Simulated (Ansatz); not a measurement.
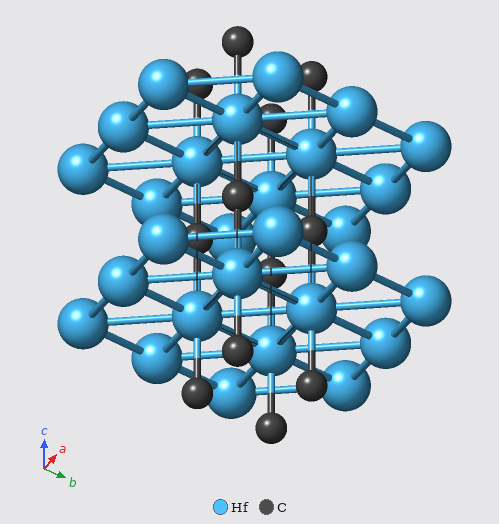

Ball-and-stick representation of a periodic structure, projected from a general direction. The simulation cell is outlined; an atom on or near a face, edge or corner is repeated at each equivalent position. Bonds that leave the box are completed with the atoms at their other ends.

Here is the input:
```yaml
crystal:
  lattice:
    - [3.054347538, 0.0, 0.0]
    - [-1.527173769, 2.6451425599, 0.0]
    - [0.0, 0.0, 4.4203645734]
  atoms:
    - { symbol: Hf, position: [0.0, 0.0, 0.0] }
    - { symbol: C, position: [0.0, 0.0, 0.5] }
basis:
  ecutwfc: 420
kpoints:
  mp_grid: { grid: [24, 24, 12] }
  band_path:
    path:
      - [[0.0, 0.0, 0.0], [0.5, 0.0, 0.0], [0.33333333, 0.33333333, 0.0], [0.0, 0.0, 0.0], [0.0, 0.0, 0.5], [0.5, 0.0, 0.5], [0.33333333, 0.33333333, 0.5], [0.0, 0.0, 0.5]]
      - [[0.5, 0.0, 0.5], [0.5, 0.0, 0.0]]
      - [[0.33333333, 0.33333333, 0.5], [0.33333333, 0.33333333, 0.0]]
    npoints: 14
hamiltonian:
  xc: pbe
scf:
  occupations: { method: gaussian, width: 0.1 }
  n_extra_bands: 6
output:
  forces: true
  stress: true
  eigenvalues: true
  populations: true
  dos: { projected: true, de: 0.02, nscf_kmesh: { grid: [29, 29, 15] } }
  bader: true
  write_density: true
  write_potential: true
  elf: true
  volumetric_format: npy
```
Run as:
```sh
ansatz run input.yaml --threads 1 --pin off --max-ram 2560MiB --backend cpu --events-out ev --progress --plain --runs-dir out
```

Method used: Ansatz, DFT PBE, scalar-relativistic, plane waves, PAW. It ran with E_cut = 420 eV, a 24×24×12 k-point grid, Gaussian smearing of 0.1 eV, no spin polarisation.

> How large a gap does the method give, if there is one?

A metal: bands cross the Fermi level.

> How far is the cell from zero pressure?

The computed pressure is 0.0 GPa, close to zero.

The model was built from a random cell made by a generator, so it need not be a real form of the compound. Earlier steps of the study may have refined or changed the cell and positions. It was run through Ansatz as a DFT input.
